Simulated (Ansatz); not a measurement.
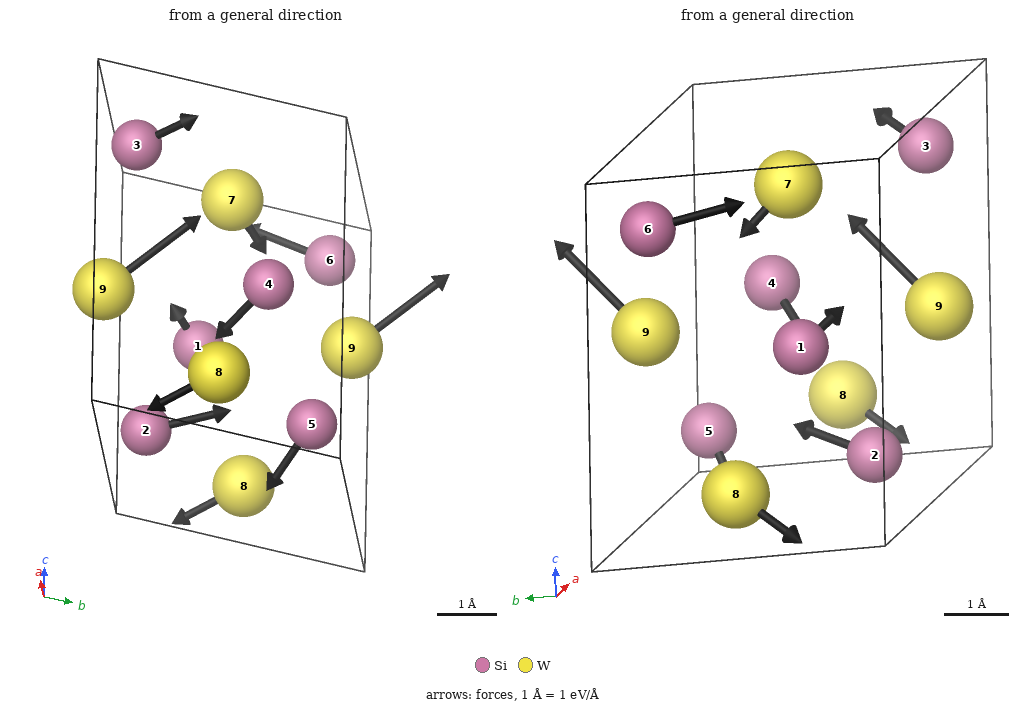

An orthographic spheres-only view of the structure, from two general directions. The frame is the cell (the run's own, in a reduced setting); atoms at its boundary are shown with their periodic copies. The arrows are the computed forces on the atoms.

System: Si2W. The numbers come from DFT PBEsol, scalar-relativistic, plane waves, PAW (Ansatz 0.2.0), using plane-wave cutoff 420 eV, k-points about 0.16 Å⁻¹ apart, Gaussian smearing of 0.15 eV, no spin polarisation.

### Is this an equilibrium geometry?

No. The atoms still feel forces of up to about 1.6 eV/Å, far above a usual threshold of 0.01 to 0.03 eV/Å.

### Which atom feels the largest force?

W9, about 1.6 eV/Å.

The cell started as a structure listed in the Materials Project. The cell was then strained or its atoms displaced on purpose. It went into a calculation with Ansatz.
